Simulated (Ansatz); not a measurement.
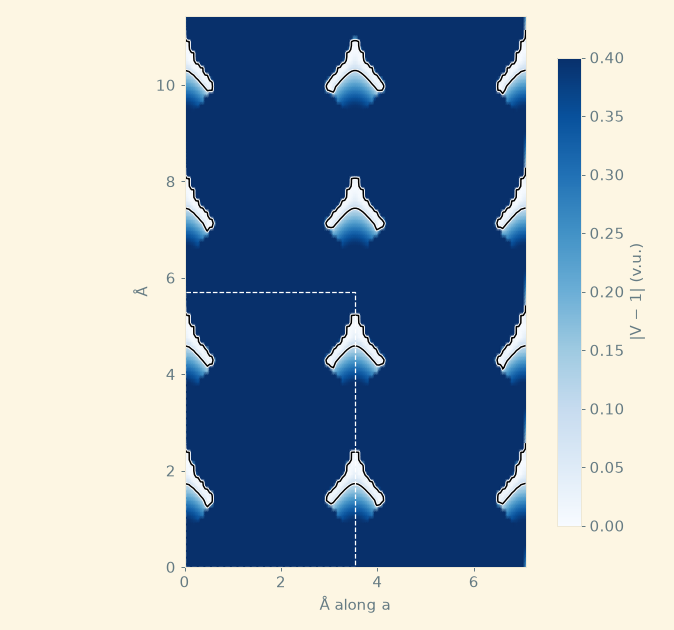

Bond-valence mismatch |V − 1| for Li+ in InN (P6_3mc) on the section y = 0.000 (parallel to a and c; the dashed line is one cell); the black line is the 0.1 v.u. contour, and values above the scale's top are cut off.

At each point the valence sum V of a Li+ ion is computed from the anions within 5 Å (s = exp((R0 − d)/b), R0 fitted to published crystal structures with b = 0.37 Å; R0: Li+–N 1.616 Å). Points too close to the other cations are excluded (2.0 Å from In). Li+ is a guest here, not part of the formula. This is an empirical screen for pathways, not an energy calculation.

The cell is taken from the end point of a relaxation with DFT PBEsol, scalar-relativistic, plane waves, PAW (Ansatz 0.2.0).

```cif
data_structure
_symmetry_space_group_name_H-M 'P6_3mc'
_symmetry_Int_Tables_number 186
_cell_length_a 3.5370
_cell_length_b 3.5370
_cell_length_c 5.7134
_cell_angle_alpha 90.000
_cell_angle_beta 90.000
_cell_angle_gamma 120.000
_cell_volume 61.90
loop_
_atom_site_label
_atom_site_type_symbol
_atom_site_symmetry_multiplicity
_atom_site_Wyckoff_symbol
_atom_site_fract_x
_atom_site_fract_y
_atom_site_fract_z
_atom_site_occupancy
In1 In 2 b 0.33333 0.66667 0.99806 1
N1 N 2 b 0.33333 0.66667 0.37694 1
```

**In the whole crystal, how are the regions below 0.1 v.u. connected?**

No path at this level: the regions are isolated pockets that do not connect across cells.

**At which mismatch do paths open?**

From a mismatch of about 0.40 v.u. the regions form one-dimensional channels along [001]. No second or third dimension opens below 0.7 v.u. These are grid estimates, good to about 0.1 v.u.
